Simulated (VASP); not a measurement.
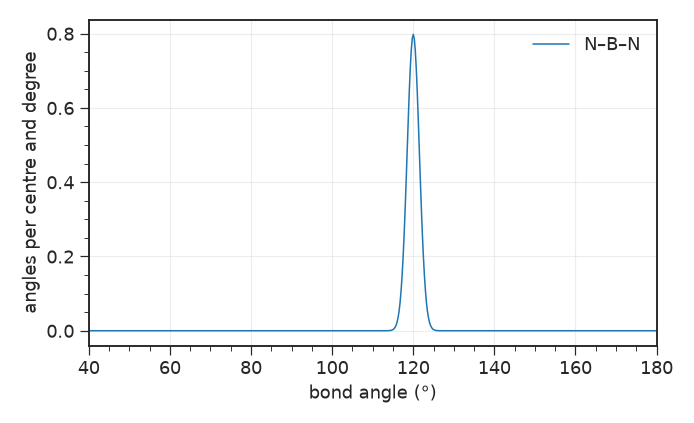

Bond-angle distributions computed from the structure of BN; each angle is a Gaussian of σ = 1.5°. Bonds counted: B–N up to 1.80 Å. It is based on the geometry relaxed with VASP Kohn-Sham DFT of a periodic cell, PBE, VASP PAW PBE potentials, hard in VASP.

Give the groups of angles for each curve.

Answer. N–B–N: 120° (3 per centre)

What coordination geometry do the angles point to, counting the bonds named above alone?

Answer. B has 3 N neighbours in a trigonal planar arrangement.

The structure has space group R3m (No. 160); other forms of this composition would give other results.
